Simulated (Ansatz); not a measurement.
## C: single-point calculation

- system: C (I4₁/amd, 2 atoms in the cell)
- method: DFT PBEsol, scalar-relativistic, plane waves, PAW, no spin polarisation (Ansatz 0.2.0)

The structure derives from an entry of the Crystallography Open Database. It belongs to a series of runs on one base structure; here: ratio of the length along z to the lengths across it x 0.85, volume and fractional coordinates fixed.

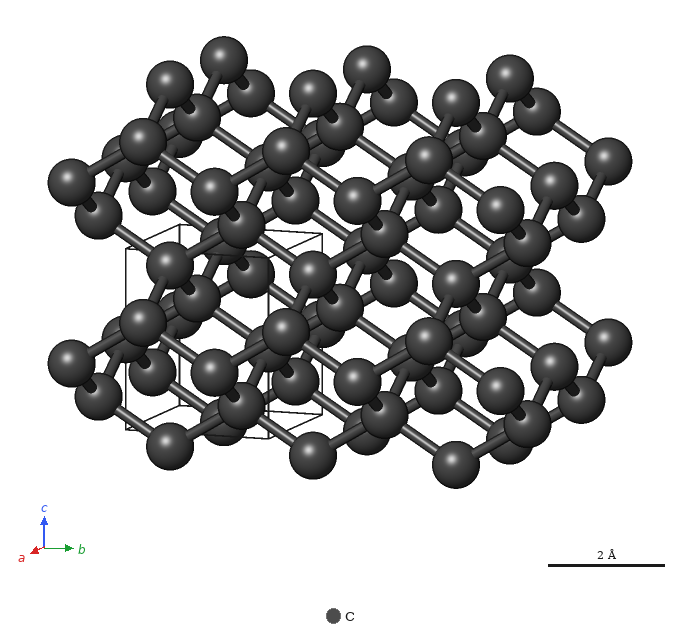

The input geometry (ball-and-stick view of the cell 2 times as large as that of the calculation, set on its symmetry axes, repeated 2 × 3 × 2, seen slightly off an axis).

### Results in brief

```json
{"quantity": "outcome", "value": "converged"}
{"quantity": "space group (tolerance 0.01 Å)", "value": "I4₁/amd (141)"}
{"quantity": "electrons treated", "value": "8"}
{"quantity": "free energy", "value": "−492.8280 eV"}
{"quantity": "Fermi energy", "value": "14.982 eV"}
{"quantity": "gap on the k-point mesh", "value": "0.17 eV"}
{"quantity": "pressure", "value": "0.24 GPa"}
{"quantity": "largest force (length of the vector)", "value": "under 0.001 eV/Å"}
{"quantity": "hardware", "value": "1 thread of an Arm (aarch64) CPU, shared host"}
{"quantity": "wall time", "value": "1.5 s"}
{"quantity": "peak memory", "value": "0.25 GiB"}
```

### The input
```yaml
crystal:
  lattice:
    - [0.0, 1.8758199042, 1.5944469185]
    - [1.8758199042, 0.0, 1.5944469185]
    - [1.8758199042, 1.8758199042, 0.0]
  atoms:
    - { symbol: C, position: [0.5, 0.5, 0.5] }
    - { symbol: C, position: [0.75, 0.75, 0.75] }
basis:
  ecutwfc: 420
kpoints:
  mp_grid: { grid: [12, 12, 12] }
hamiltonian:
  xc: pbesol
scf:
  occupations: { method: gaussian, width: 0.05 }
output:
  forces: true
  stress: true
  eigenvalues: true
```

### Output
```
Engine: ansatz 0.2.0, aarch64-unknown-linux-gnu
Pseudopotentials: kind: paw
Pseudopotential: C, paw, valence charge 4, recommended cutoff 420 eV (normal), C.paw.azcp
Functional definition: PBEsol
  exchange = pbesol_x
  correlation = pbesol_c
Crystal: 2 atoms, lattice volume = 11.221 Å³
Basis set: ecut = 420 eV, 225 PW (Γ), exchange–correlation on 36×36×36 points (8 copies of the dense FFT grid, shifted against one another)
Bands: 8, of which v1, the nominal top of the filled ones, is band 4 counted from 1 (3 counted from 0)
Symmetry: 16 space group operations
Space group: I41/amd (ITA 141), of the structure as read, at distance tolerance 2.2e-5 Å
k-points: 163 of 1728
Non-local potential: C, projectors of the file, l = 0: 2, l = 1: 2, l = 2: 1
PAW form: soft (Blöchl's): semilocal exchange-correlation on the pseudo side does not see the compensation charge
PAW frozen core: C, regenerated for the run's functional, and the local potential with it (the file was generated under x = pbe(κ = 0.804, μ = 0.2195149727645171), c = pbe(β = 0.06672455060314922))
PAW one-centre angular grid: C, 110 points (default); XC on 64 Gauss nodes
Initial density: superposition of atomic densities (neutral atoms: chi_scale 0, normalization atom), corrected by the library's trained network
Initial wavefunctions: pseudopotential atomic-orbital guess
Functional: x = pbesol(κ = 0.804, μ = 0.12345679012345678), c = pbesol(β = 0.046)
SCF iter   1: F=—  HF=-492.828774 eV  |F-HF|=—  |Δ(HF+E_count)|=         —  Δρ=5.77e-3  dr2=2.72e-3  ethr=1.77e-3  ⟨swp⟩=4.6  Hψ=8358  notcnv=0
preconditioner: auto → none  [insulator: Δε(μ)=0.142 eV  Ē_g=19.482 eV  σ=0.050 eV  W_gap=0.95  n_scr=0 (ndim 8)  ℏωp=31.4 eV  f_vac=0.000  D(μ)=0.00/eV (n_scr^D=0)  ε∞_Penn≈3.6]
SCF iter   2: F=—  HF=-492.828082 eV  |F-HF|=—  |Δ(HF+E_count)|=   6.92e-4  Δρ=2.41e-3  dr2=4.47e-4  ethr=3.41e-5  ⟨swp⟩=1.0  Hψ=2614  notcnv=0
SCF iter   3: F=—  HF=-492.827991 eV  |F-HF|=—  |Δ(HF+E_count)|=   9.04e-5  Δρ=2.20e-4  dr2=2.09e-6  ethr=5.59e-6  ⟨swp⟩=2.0  Hψ=1956  notcnv=0
SCF iter   4: F=—  HF=-492.827993 eV  |F-HF|=—  |Δ(HF+E_count)|=   1.11e-6  Δρ=2.79e-5  dr2=5.00e-8  ethr=2.62e-8  ⟨swp⟩=2.0  Hψ=1957  notcnv=0
iter 5 did not close the SCF: its close was put off for the readings that it lacked (scf_convergence_deferred on its scf_iter line)
SCF iter   5: F=-492.827993 eV  HF=-492.827993 eV  |F-HF|=9.16e-11  |Δ(HF+E_count)|=   1.92e-8  Δρ=3.04e-6  dr2=3.55e-10  ethr=6.25e-10  ⟨swp⟩=2.0  Hψ=1959  notcnv=0
SCF iter   6: F=-492.827993 eV  HF=-492.827993 eV  |F-HF|=0.00e0  |Δ(HF+E_count)|=  6.39e-11  Δρ=4.01e-8  dr2=9.33e-14  ethr=4.43e-12  ⟨swp⟩=1.0  Hψ=3892  notcnv=0
SCF 1 converged in 6 iterations: F = -492.827993 eV  dr2 = 9.33e-14
  greatest PAW one-centre occupation: 0.641 electrons in one spin orbital (limit 2), on the C atom at site 1 (counted from 0), in its partial waves of l = 0
SCF converged after 6 iterations
Free energy (F): -492.827993 eV
Harris-Foulkes:  -492.827993 eV  (|F-HF|=0.00e0)
Internal energy: -492.827990 eV  (E = F + TS)
E sigma→0 (E₀):  -492.827991 eV
Entropy (-TS):   -0.000003 eV (-0.001 meV/atom)
Fermi energy:    14.982176 eV
--- Per-component energies (eV) ---
  E_band       = 36.250915
  E_kinetic    = 184.300759
  E_local      = -117.737193  (includes V_loc(G=0)·N_el)
  E_nonlocal   = 53.439378
  E_hartree    = 25.126319
  E_xc         = -96.741621
  E_vxc        = -120.466452  (∫ρ·V_xc dr)
  E_paw        = -190.646792  (= ΣΔE_a)
  E_vpaw       = -13.538238  (= ΣTr[D̂ρ^β])
  E_aug_tail   = 0.000020  (compensation charges beyond the density's cutoff)
  E_ewald      = -350.611061
  E_core_change = 0.042201  (= ΣΔE_core)
  E_smearing   = -0.000003  (= −TS)
  E_closure    = 0.000000  (closes the sum)
  Σ components = -492.827993   (vs F -492.827993, Δ=0.00e0)
--- Forces (eV/Å), atoms counted from 1 ---
  atom   1  C      0.00000000     0.00000000     0.00000000
  atom   2  C      0.00000000     0.00000000     0.00000000
  max |Σ_I F_I| component: 4.86e-17 eV/Å
--- Stress (GPa, compression-positive) ---
      -41.489386       0.000000       0.000000
        0.000000     -41.489386       0.000000
        0.000000       0.000000      83.691234
  P = ⅓ Tr σ = 0.2375 GPa (2.375 kbar)
--- Band table (eV; the first three rows and the last of 163) ---
  k-point 0: bands = ["-8.1425", "12.8256", "12.8256", "14.9036", "18.0397", "20.0153", "20.0153", "26.7971"]
  k-point 1: bands = ["-7.9453", "11.9774", "12.4666", "14.2963", "18.3471", "20.3549", "20.7320", "26.9719"]
  k-point 2: bands = ["-7.3558", "9.7399", "11.6514", "13.4511", "18.9379", "20.9948", "22.0002", "27.4904"]
  k-point 162: bands = ["2.4932", "2.4932", "5.6598", "5.6598", "15.7530", "15.7530", "30.7663", "30.7663"]
```

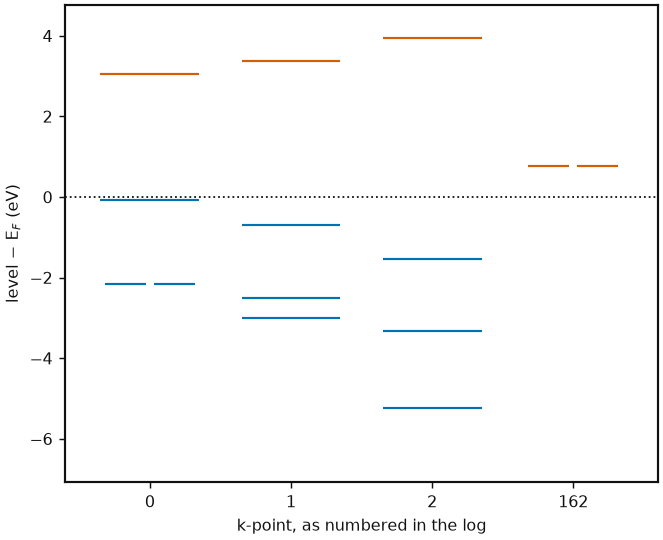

Kohn–Sham levels near the Fermi level (dotted) at the few k-points that the log prints; levels within 0.02 eV of each other stand side by side. Among these points the highest filled and lowest empty levels are 0.85 eV apart; the gap on the full mesh, 0.17 eV, has an edge at a point that isn't printed.
